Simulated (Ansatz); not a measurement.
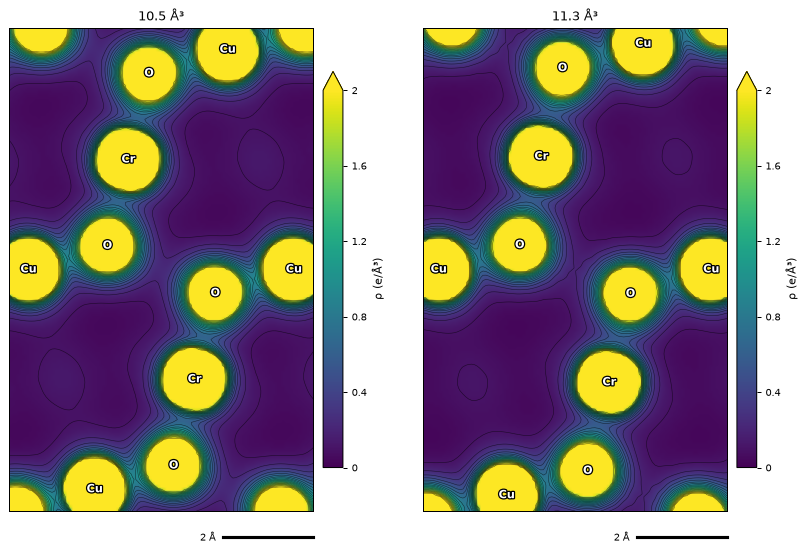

CrCuO$_{2}$. The valence pseudo-density of cells scaled evenly to different volumes (given per atom above each panel), on the (101̄) plane of each (indices in the axes of the cell below), at one length scale and on one colour scale.

Spin-polarised.

Method: Ansatz, Kohn-Sham DFT of a periodic cell, PBE, Ansatz PAW.

The density is the valence pseudo-density of a PAW calculation; it isn't the true density close to the nuclei.

The largest cell:

```
CELL_PARAMETERS angstrom
3.01253 0.00000 0.00000
-1.50626 0.86964 5.77501
1.50626 -2.60893 0.00000
ATOMIC_POSITIONS crystal
Cu 0.00000 0.00000 0.00000
Cr 0.50000 0.50000 0.50000
O 0.89208 0.67624 0.89208
O 0.10792 0.32376 0.10792
```

| volume (Å³/atom) | Cu–O contact in the plane (Å) | ρ at its midpoint (e/Å³) | pressure (GPa) | gap on the mesh (eV) | largest moment (μB) | 
| --- | --- | --- | --- | --- | --- |
| 10.47 | 1.820 | 0.890 | 12.6 | 0.97 | 2.36 | 
| 10.69 | 1.833 | ? | ? | ? | ? | 
| 11.35 | 1.870 | 0.782 | −2.8 | 1.06 | 2.44 | 

Q: Estimate the missing row, and compare with the calculation.

A: Over the known rows ln ρ falls by 2.59 per Å of Cu–O distance (the line through the two), which gives 0.861 e/Å³ at 1.833 Å; the calculation gives 0.862 e/Å³. For the pressure, a straight line in volume between the neighbouring rows gives 8.8 GPa; the calculation gives 8.1, lower because pressure rises ever faster on compression. For the gap on the mesh, a straight line in volume between the neighbouring rows gives 0.99 eV; the calculation gives 1.04. For the largest moment, a straight line in volume between the neighbouring rows gives 2.38 μB; the calculation gives 2.38.
